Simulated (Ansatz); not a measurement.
# Run report: ZnSe, geometry relaxation (part 1 of 2)

ZnSe (F-43m, 2 atoms in the cell), computed with DFT, PBE, plane waves, PAW, no spin polarisation (Ansatz 0.2.0).

The structure derives from an entry of the Crystallography Open Database.

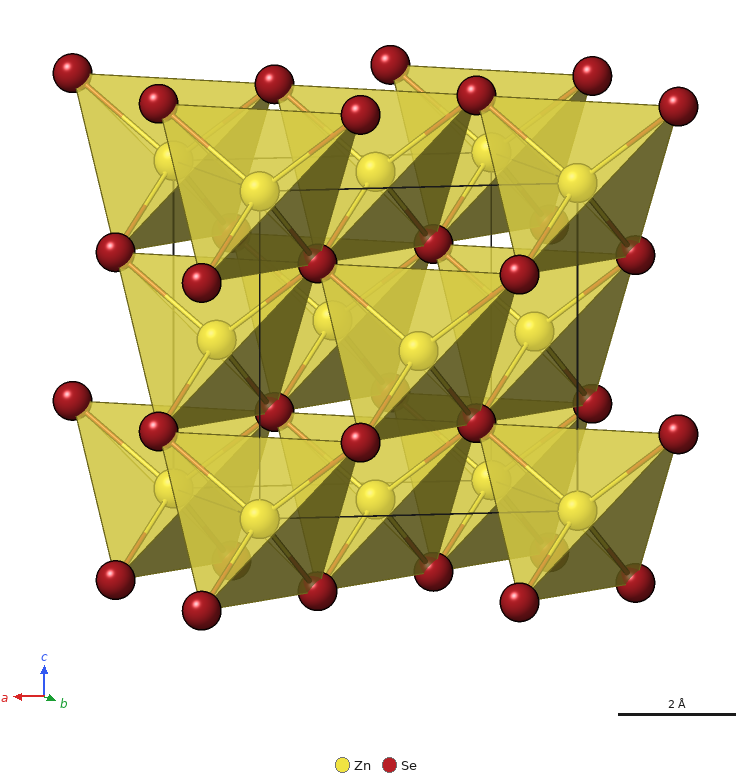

The structure as given in the input (polyhedral view of the cell 4 times as large as that of the calculation, set on its symmetry axes, seen at an oblique angle; polyhedra are completed across the faces of the cell).

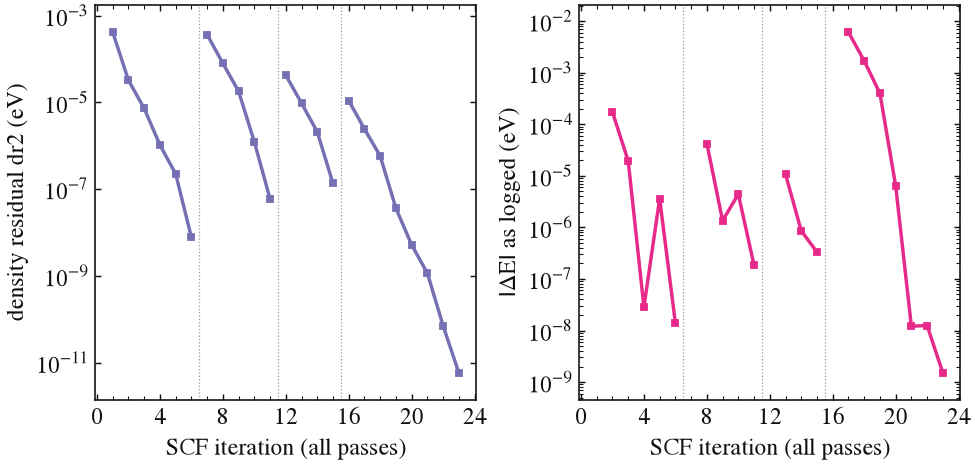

Convergence of the self-consistent field: density residual dr2 and size of the energy change against the SCF iteration. The dotted lines part the SCF passes of the relaxation: geometry steps, rejected trials and re-solves on a re-selected basis. The passes take 6, 5, 4 and 8 iterations.

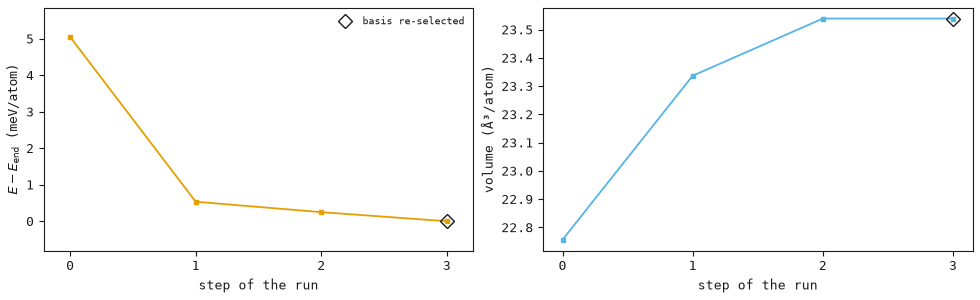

Progress of the relaxation, step by step (the first geometry is step 0 here and step 1 in the log).

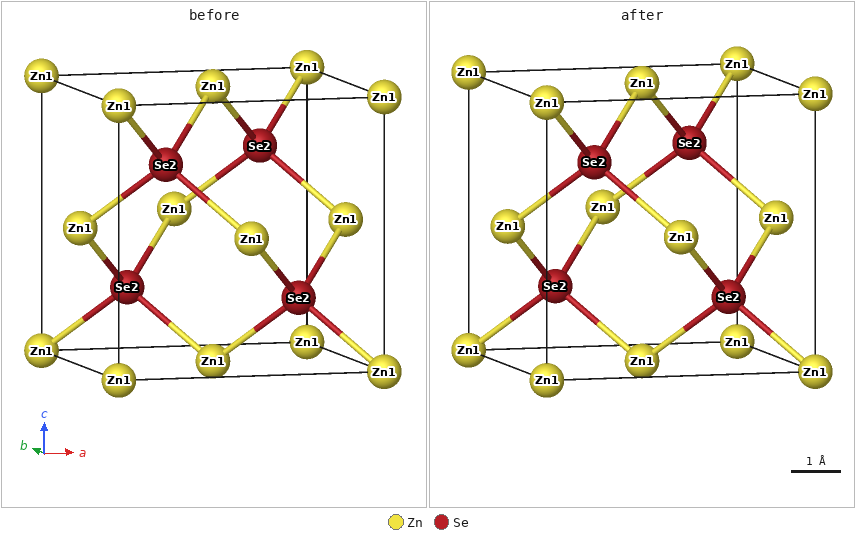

Before (left) and after (right) the relaxation, at one scale (ball-and-stick view of the cell 4 times as large as that of the calculation, set on its symmetry axes, seen slightly off an axis). Over 2 geometry steps the energy falls by 4.8 meV per atom. All forces vanish by symmetry, so only the cell relaxes. The pressure goes from 2.10 to 0.03 GPa. The atoms keep their places relative to the cell (all moves are under 0.005 Å). The volume changes by +3.4 %, with a = b = c 5.668 → 5.732 Å (+1.1 %). Among the contacts that change: Zn1–Se2 2.454 → 2.482 Å. The space group stays F-43m (No. 216). A last SCF at the same geometry on a re-selected plane-wave basis shifts the energy by −0.2 meV per atom. (Atoms are counted from 1 in the order of the input.)

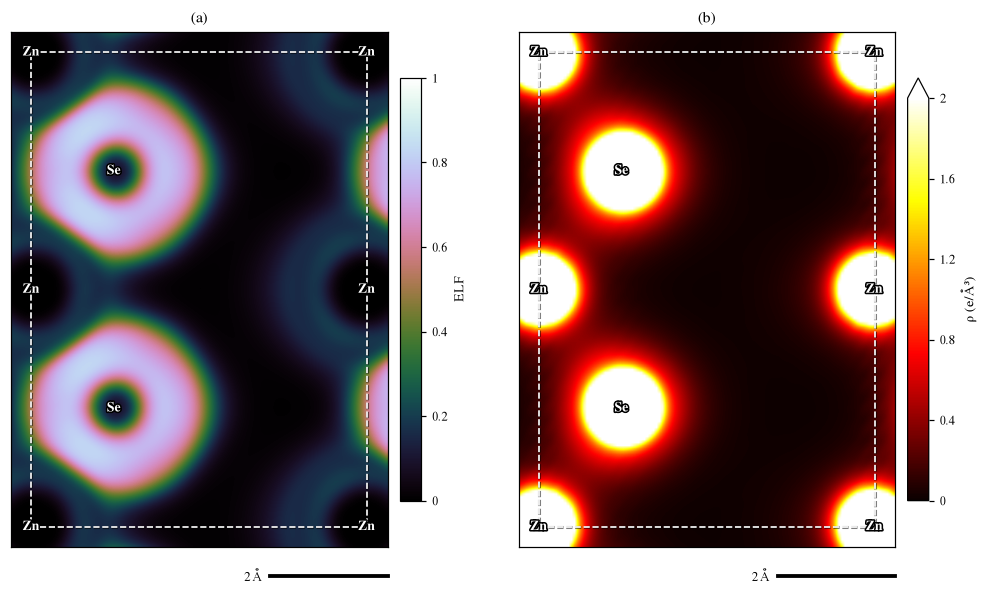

(a) ELF; (b) valence charge density (pseudo) on the (110) plane of the conventional cell. The plane passes through Zn and Se nuclei. Zn–Se (2.48 Å): ρ is about 0.44 e/Å³ halfway; the ELF is about 0.60 at the midpoint. Away from the nuclei the density in this plane falls to 0.01 e/Å³ at its lowest. Core electrons are frozen (PAW), so the fields are smoothed inside the atomic spheres.

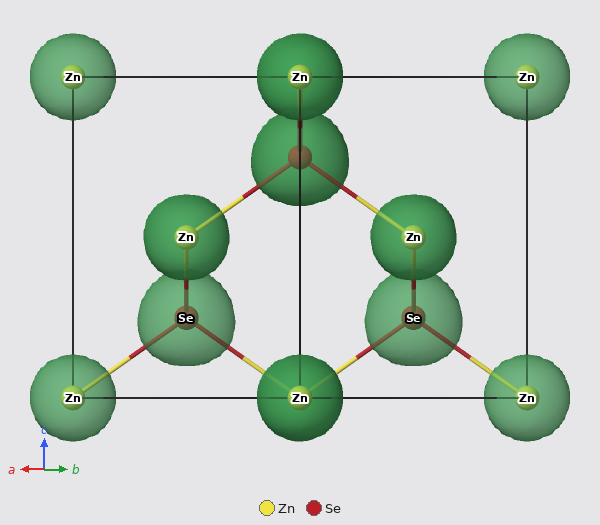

Isosurface of the valence electron density at 0.8 e/Å³ (green), seen along [110]. Sticks mark near contacts. The outline is the cell set on symmetry axes. At this value the density breaks into separate islands; it holds about 75 % of the electrons treated as valence. It is pinched off along the Zn–Se (2.48 Å) contacts. On the grid the lowest density along these lines, outside the cores, is 0.41 e/Å³ (Zn–Se, 2.48 Å).

These pictures come from the run below.

## The input
```yaml
crystal:
  lattice:
    - [0.0, 2.8338, 2.8338]
    - [2.8338, 0.0, 2.8338]
    - [2.8338, 2.8338, 0.0]
  atoms:
    - { symbol: Zn, position: [0.0, 0.0, 0.0] }
    - { symbol: Se, position: [0.25, 0.25, 0.25] }
kpoints:
  mp_grid: { grid: [8, 8, 8] }
hamiltonian:
  xc: pbe
scf:
  occupations: { method: fermi_dirac, width: 0.02 }
relax:
  f_tol: 0.005
  cell: {}
output:
  write_density: true
  write_potential: true
  elf: true
  volumetric_format: npy
```

Command:
```bash
ansatz run input.yaml --threads 2 --pin off --max-ram 2211MiB --backend cpu --events-out ev --progress --plain --runs-dir out
```

## Output
```
Engine: ansatz 0.2.0, aarch64-unknown-linux-gnu
Pseudopotentials: kind: paw
Pseudopotential: Zn, paw, valence charge 12, recommended cutoff 420 eV (normal), Zn.paw.azcp
Pseudopotential: Se, paw, valence charge 16, recommended cutoff 420 eV (normal), Se.paw.azcp
Functional definition: PBE
  parameter kappa = 0.804
  parameter beta = 0.06672455060314922
  exchange = pbe_x(kappa = kappa, mu = beta*pi^2/3)
  correlation = pbe_c(beta = beta)
Crystal: 2 atoms, lattice volume = 45.513 Å³
Basis set: ecut = 420 eV, 893 PW (Γ), exchange–correlation on 54×54×54 points (8 copies of the dense FFT grid, shifted against one another)
Bands: 18, of which v1, the nominal top of the filled ones, is band 14 counted from 1 (13 counted from 0)
Symmetry: 24 space group operations
Space group: F-43m (ITA 216), of the structure as read, at distance tolerance 3.6e-5 Å
k-points: 29 of 512 (time reversal used)
Non-local potential: Zn, projectors of the file, l = 0: 2, l = 1: 2, l = 2: 3, l = 3: 1
Non-local potential: Se, projectors of the file, l = 0: 2, l = 1: 2, l = 2: 3, l = 3: 1
PAW form: soft (Blöchl's): semilocal exchange-correlation on the pseudo side does not see the compensation charge
PAW one-centre angular grid: Zn, 590 points (default); XC on 64 Gauss nodes
PAW one-centre angular grid: Se, 590 points (default); XC on 64 Gauss nodes
Initial density: superposition of atomic densities (neutral atoms: chi_scale 0, normalization atom), corrected by the library's trained network
Initial wavefunctions: pseudopotential atomic-orbital guess
Functional: x = pbe(κ = 0.804, μ = 0.2195149727645171), c = pbe(β = 0.06672455060314922)
SCF iter   1: F=—  HF=-8789.526412 eV  |F-HF|=—  |Δ(HF+E_count)|=         —  Δρ=7.91e-4  dr2=4.16e-4  ethr=1.77e-3  ⟨swp⟩=5.9  Hψ=2663  notcnv=0
preconditioner: auto → none  [insulator: Δε(μ)=1.281 eV  Ē_g=11.918 eV  σ=0.020 eV  W_gap=1.00  n_scr=14 (ndim 8)  ℏωp=23.4 eV  f_vac=0.121  D(μ)=0.00/eV (n_scr^D=0)  ε∞_Penn≈4.8]
SCF iter   2: F=—  HF=-8789.526240 eV  |F-HF|=—  |Δ(HF+E_count)|=   1.72e-4  Δρ=3.62e-4  dr2=3.23e-5  ethr=1.49e-6  ⟨swp⟩=2.1  Hψ=1249  notcnv=0
SCF iter   3: F=—  HF=-8789.526260 eV  |F-HF|=—  |Δ(HF+E_count)|=   1.95e-5  Δρ=1.73e-4  dr2=7.26e-6  ethr=1.15e-7  ⟨swp⟩=2.0  Hψ=837  notcnv=0
SCF iter   4: F=—  HF=-8789.526260 eV  |F-HF|=—  |Δ(HF+E_count)|=   2.85e-8  Δρ=7.74e-5  dr2=1.04e-6  ethr=2.59e-8  ⟨swp⟩=2.0  Hψ=754  notcnv=0
SCF iter   5: F=—  HF=-8789.526263 eV  |F-HF|=—  |Δ(HF+E_count)|=   3.61e-6  Δρ=1.79e-5  dr2=2.25e-7  ethr=3.72e-9  ⟨swp⟩=2.0  Hψ=928  notcnv=0
SCF iter   6: F=-8789.526263 eV  HF=-8789.526263 eV  |F-HF|=4.67e-9  |Δ(HF+E_count)|=   1.39e-8  Δρ=4.34e-6  dr2=7.74e-9  ethr=3.57e-10  ⟨swp⟩=8.0  Hψ=3611  notcnv=0
SCF 1 converged in 6 iterations: F = -8789.526263 eV  dr2 = 7.74e-9
  greatest PAW one-centre occupation: 1.000 electrons in one spin orbital (limit 2), on the Se atom at site 1 (counted from 0), in its partial waves of l = 2
relax step   1: F+E_penalty+E_count = -8789.52626344 eV  Δ(F+E_penalty+E_count) = +0.000e0 eV  max|allowed force component| = 1.480e-16 eV/Å  Δτ_max = 0.0000 Å  P = +2.104 GPa  Ω = 45.513 Å³  (6 SCF iters, dr2 threshold 1.00e-7 eV, accepted)
Crystal: 2 atoms, lattice volume = 46.674 Å³
Basis set: ecut = 420 eV, 941 PW (Γ), exchange–correlation on 54×54×54 points (8 copies of the dense FFT grid, shifted against one another)
Initial density: handed on by an earlier stage of this run
Initial wavefunctions: those handed on with the density
iter 1 solved again at ethr=1.25e-6 eV; its pass at ethr=3.10e-3 eV (dr2=3.51e-4 eV) is discarded
SCF iter   1: F=—  HF=-8789.535336 eV  |F-HF|=—  |Δ(HF+E_count)|=         —  Δρ=7.92e-4  dr2=3.65e-4  ethr=1.25e-6  ⟨swp⟩=2.1  Hψ=3251  notcnv=0
preconditioner: auto → none  [insulator: Δε(μ)=1.194 eV  Ē_g=11.781 eV  σ=0.020 eV  W_gap=1.00  n_scr=14 (ndim 8)  ℏωp=23.1 eV  f_vac=0.127  D(μ)=0.00/eV (n_scr^D=0)  ε∞_Penn≈4.8]
SCF iter   2: F=—  HF=-8789.535294 eV  |F-HF|=—  |Δ(HF+E_count)|=   4.23e-5  Δρ=5.37e-4  dr2=7.95e-5  ethr=1.25e-6  ⟨swp⟩=2.0  Hψ=782  notcnv=0
SCF iter   3: F=—  HF=-8789.535295 eV  |F-HF|=—  |Δ(HF+E_count)|=   1.35e-6  Δρ=1.85e-4  dr2=1.80e-5  ethr=2.84e-7  ⟨swp⟩=2.0  Hψ=754  notcnv=0
SCF iter   4: F=—  HF=-8789.535291 eV  |F-HF|=—  |Δ(HF+E_count)|=   4.43e-6  Δρ=7.15e-5  dr2=1.23e-6  ethr=6.42e-8  ⟨swp⟩=2.0  Hψ=763  notcnv=0
SCF iter   5: F=-8789.535291 eV  HF=-8789.535291 eV  |F-HF|=1.71e-8  |Δ(HF+E_count)|=   1.84e-7  Δρ=1.02e-5  dr2=5.95e-8  ethr=7.14e-10  ⟨swp⟩=8.8  Hψ=3897  notcnv=0
SCF 2 converged in 5 iterations: F = -8789.535291 eV  dr2 = 5.95e-8
relax step   2: F+E_penalty+E_count = -8789.53529076 eV  Δ(F+E_penalty+E_count) = -9.027e-3 eV  max|allowed force component| = 6.997e-17 eV/Å  Δτ_max = 0.0000 Å  P = +0.530 GPa  Ω = 46.674 Å³  energy of the carried Pulay correction = -3.847e-4 eV  (5 SCF iters, dr2 threshold 2.00e-7 eV, accepted)
Crystal: 2 atoms, lattice volume = 47.078 Å³
iter 1 solved again at ethr=1.81e-7 eV; its pass at ethr=3.10e-3 eV (dr2=5.07e-5 eV) is discarded
```
